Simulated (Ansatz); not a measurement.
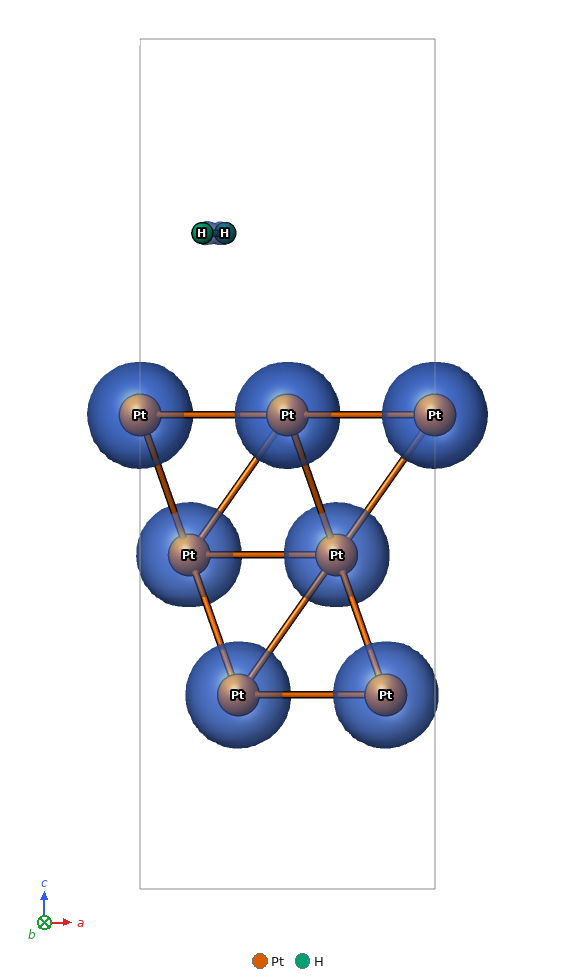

The picture shows: HPt6 (slab). Isosurface of the valence pseudo-density at 1.5 e/Å³ (blue), seen along the b axis. Sticks mark near contacts.

The calculation used DFT PBE, scalar-relativistic, plane waves, PAW (Ansatz).

Question: What does this surface tell about the bonding?

Answer: At this value the density breaks into separate islands; it holds about 70 % of the electrons treated as valence (semicore included). It bridges the shortest H–H (0.75 Å) contacts, where the density stays above the isovalue. It is pinched off along the shortest Pt–Pt (2.81 Å) contacts. On the grid the lowest density along these lines, outside the cores, is 1.8 e/Å³ (H–H, 0.75 Å) and 0.35 e/Å³ (Pt–Pt, 2.81 Å).
